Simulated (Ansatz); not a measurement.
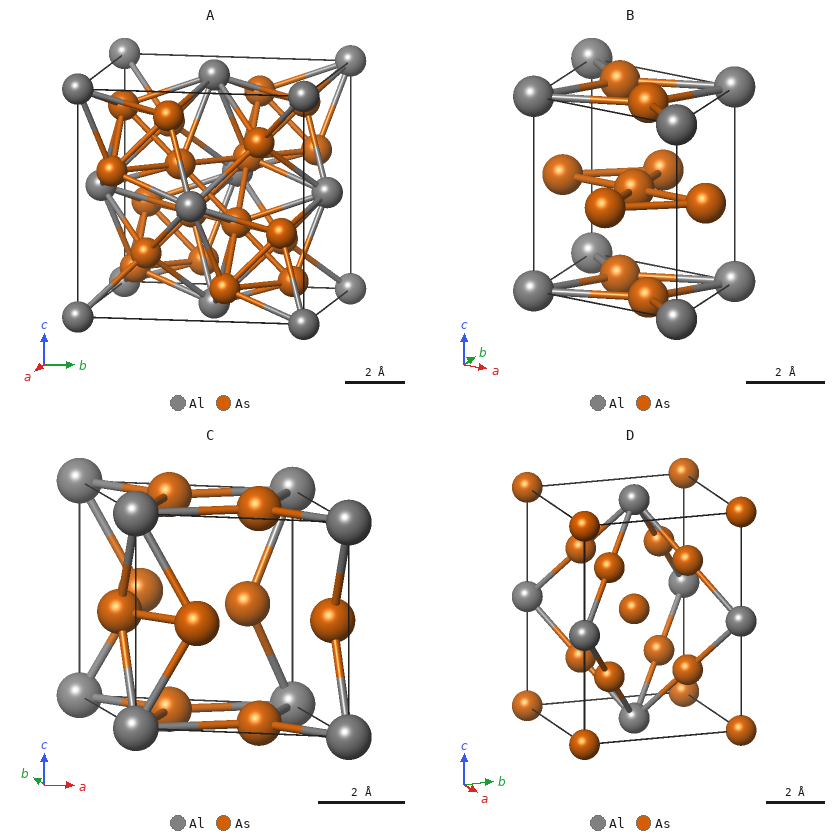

Four structures of AlAs₅, each relaxed to rest (conventional cells in solid outline, small ones repeated, each panel with its own scale). Method: DFT PBE, scalar-relativistic, plane waves, PAW (Ansatz), without spin polarisation.

### Give the type and space group of each panel.

A: 24 atoms a cell on a face-centred cubic lattice, F-43m; B: CaCu₅ type, P6/mmm; C: 6 atoms a cell on a primitive hexagonal lattice, P-62m; D: 12 atoms a cell on a body-centred tetragonal lattice, I4/mmm.

### Which of these is lowest in energy, and how far above it do the others lie?

D, then C (+79 meV/atom), B (+261 meV/atom) and A (+281 meV/atom), energies at zero smearing.

### Collect the results in a table.

| panel | structure | E − E(lowest) (meV/atom) | volume (Å³/atom) | gap (eV) |
| --- | --- | --- | --- | --- |
| D | I4/mmm | 0 | 21.4 | metal |
| C | P-62m | 79 | 19.6 | metal |
| B | P6/mmm | 261 | 21.3 | metal |
| A | F-43m | 281 | 20.3 | metal |

Some of these may be structure types tried for this composition rather than known phases, and the most stable form need not be among them. Gaps are taken on the k-mesh or band path of each run.
